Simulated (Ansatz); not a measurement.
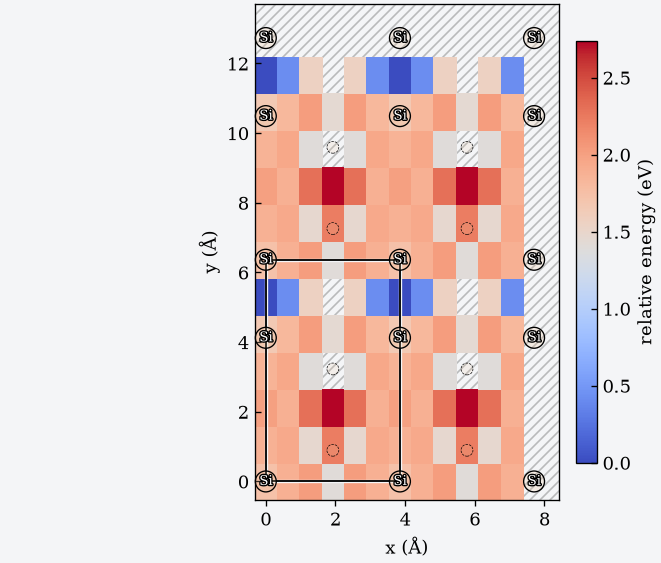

Energy landscape of CH on a Si(100) slab cut from the P6_3/mmc phase, its upper half relaxed before the scan (8 atoms of substrate and one adsorbate in a 1 × 1 cell). CH is moved over the surface cell; relaxed at each place: the height of the adsorbate's atoms; substrate rigid; the origin of the map has the adsorbate above Si7. Places are given modulo a cell vector. The map is drawn in real space over the plane of the surface. Grid: 6 × 6 points; 22 points were computed and 12 follow by symmetry. At 2 points there is no value. All energies are given in eV relative to the lowest grid point. Energies and slopes of some neighbouring points disagree (a jump in structure or state, or too coarse a mesh). The relaxed height changes by up to 1.0 Å between neighbouring points. The magnetic moment jumps between some neighbouring points. With one adsorbate in each 1 × 1 cell, its nearest image is 3.9 Å away, so neighbouring adsorbates interact. Computed with Ansatz, DFT PBE, scalar-relativistic, plane waves, PAW. Settings: cutoff 420 eV, k-mesh 7×4×1, gaussian smearing 0.05 eV, spin-polarised.

In the figure: one coloured cell a grid point, labelled circles for the atoms of the top layer and small ones for the second layer, the outline of one cell of the 2 × 2 shown, hatched blanks where no value was computed. 

Question: Where are the lowest and the highest points?

Answer: The lowest grid point is at (0/6, 5/6) of the cell vectors. The highest grid point, (3/6, 2/6) of the cell vectors, lies 2.74 eV above the lowest.

The input of one point:

```yaml
crystal:
  lattice:
    - [3.8510822046, 0.0, 0.0]
    - [0.0, 6.3646810974, 0.0]
    - [0.0, 0.0, 20.8525435355]
  atoms:
    - { symbol: Si, position: [0.0, 0.9370679271, 0.1918231219] }
    - { symbol: Si, position: [0.0, 0.5629320729, 0.1918231219] }
    - { symbol: Si, position: [0.5, 0.4370679271, 0.2451361229] }
    - { symbol: Si, position: [0.5, 0.0629320729, 0.2451361229] }
    - { symbol: Si, position: [0.5, 0.93330447, 0.3524323327] }
    - { symbol: Si, position: [0.5, 0.56669553, 0.3524323327] }
    - { symbol: Si, position: [0.0, 0.4259907568, 0.3957571661] }
    - { symbol: Si, position: [0.0, 0.0740092432, 0.3957571661] }
    - { symbol: C, position: [0.0, 1.2593240901, 0.4651223138], spin: 1.0 }
    - { symbol: H, position: [0.0, 1.2593240901, 0.5178736723] }
basis:
  ecutwfc: 420
kpoints:
  mp_grid: { grid: [7, 4, 1] }
hamiltonian:
  xc: pbe
  pseudopotentials: { kind: paw, azcp: { folder: soft_1 } }
scf:
  occupations: { method: gaussian, width: 0.05 }
output:
  forces: true
  eigenvalues: true
  populations: true
magnetization:
  spin_polarized: true
relax:
  adjacent_minimum: "off"
  f_tol: 0.025
  max_steps: 16
  constraints: [{ sites: [0, 1, 2, 3, 4, 5, 6, 7] }, { sites: [8, 9], fix: xy }]
efield:
  axis: 3
  dipole_correction: true
  ramp_width: 0.04
```

The whole map (22 points run) took 2 h on 2 threads of Arm Neoverse N1, on a shared host.
